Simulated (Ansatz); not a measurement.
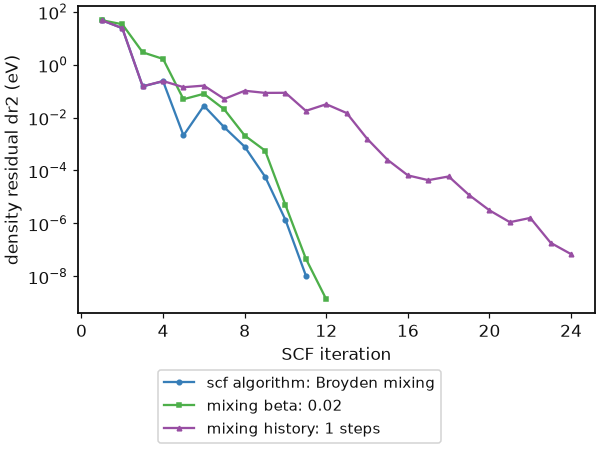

Convergence of one system under several settings.
The run: Al$_{3}$Cu (P4/mmm, 4 atoms in the cell), by DFT PBEsol, scalar-relativistic, plane waves, PAW (Ansatz); cutoff 420 eV, 16×16×6 k-mesh, Gaussian smearing of 0.1 eV.

Which runs converged, and in how many iterations?

“scf algorithm: Broyden mixing” converged in 11 iterations. “mixing beta: 0.02” converged in 12 iterations. “mixing history: 1 steps” converged in 24 iterations.

The converged runs agree in energy within 1 meV per atom.
